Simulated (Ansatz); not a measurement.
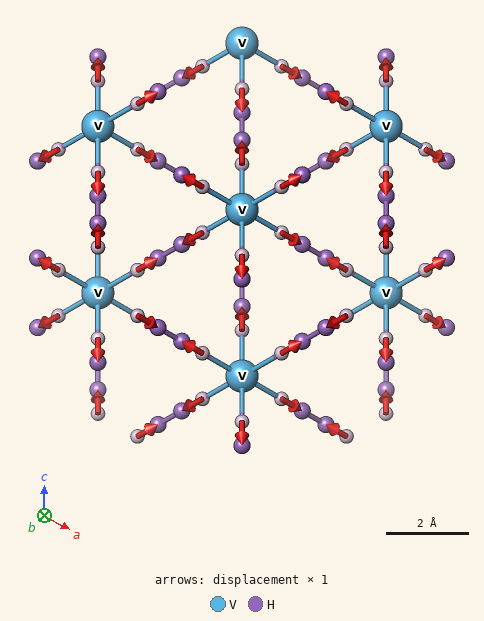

This is a relaxation of crystalline VH6 (a generated structure, set up in Im-3m) (coarse preliminary run). The starting structure is drawn faded, the final one solid; red arrows show the displacements, at their true length.

A ball-and-stick model of the atoms within 5.8 Å of the atom that moves most (axes of the cell of the calculation), seen along the b axis.

Computed with Ansatz 0.2.0, DFT PBE, scalar-relativistic, plane waves, PAW. (plane-wave cutoff 420 eV; k-point mesh 6 × 6 × 6; occupations gaussian; smearing width 0.1 eV; collinear spin; cell and atoms relaxed; force threshold 0.04 eV/Å; at most 70 steps)

Q: Atoms of which element are displaced furthest, and by how much?

A: Hydrogen: up to 0.71 Å, against 0.00 Å for vanadium.

Q: What happened in the run?

A: The largest moves relative to the cell, 0.71 Å, are those of H atoms. V stays in place. The volume changes by +0.3 %, with a = b = c 4.308 → 4.313 Å (+0.1 %). Near-neighbour distances that change, for instance: H–H 2.245 → 0.821 Å, H–V 1.365 → 2.080 Å. The space group stays Im-3m (No. 229). After 8 accepted moves (10 points after the start) the energy has fallen by 1508 meV per atom. Largest force component: 7.4 eV/Å at the start, 0.019 eV/Å at the end. The pressure goes from 45.27 to 0.01 GPa. The line search rejected the trial step at point 5 of the run. The SCF was repeated once at an unchanged geometry on a basis and grid sized afresh for the cell, which shifted the energy by less than 0.05 meV per atom at most. The run may lie on a higher electronic state than the lowest, so the end point isn't shown to be the ground-state structure.
